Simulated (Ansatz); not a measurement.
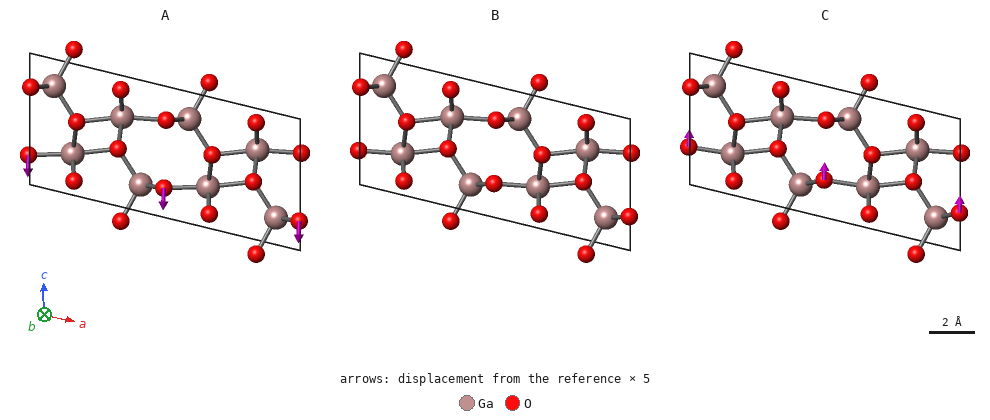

Solid Ga2O3 (C2/m): an O atom (one in each cell of 10 atoms) is moved towards the nearest copy of atom 10 (O) at 2.838 Å, all else fixed. The picture is a ball-and-stick view of the conventional cell (2 times the calculation's cell), seen along the b axis. Purple arrows: displacements from the reference. Lengths and directions refer to the drawn axes.

Level of theory: DFT PBE, scalar-relativistic, plane waves, PAW (Ansatz 0.2.0). Settings: plane-wave cutoff 420 eV; k-point mesh 10 × 10 × 6; occupations gaussian; smearing width 0.05 eV; no spin polarisation. Energies (free energies at the smearing named) are counted from the relaxed crystal.

Rank the frames from lowest to highest energy.

Lowest first: B (the displacement 0.00 Å, 0.0 meV/cell), C (the displacement 0.16 Å, 63.0 meV/cell), A (the displacement −0.20 Å, 91.3 meV/cell). Over the whole scan: the lowest computed point lies at the displacement 0.00 Å (0.0 meV/cell). The end points stand at 91.3 meV/cell (−0.20 Å) and 63.0 meV/cell (0.16 Å). The curvature at zero is about 4.7 eV/Å². The distortion takes the space group from C2/m to Cm.
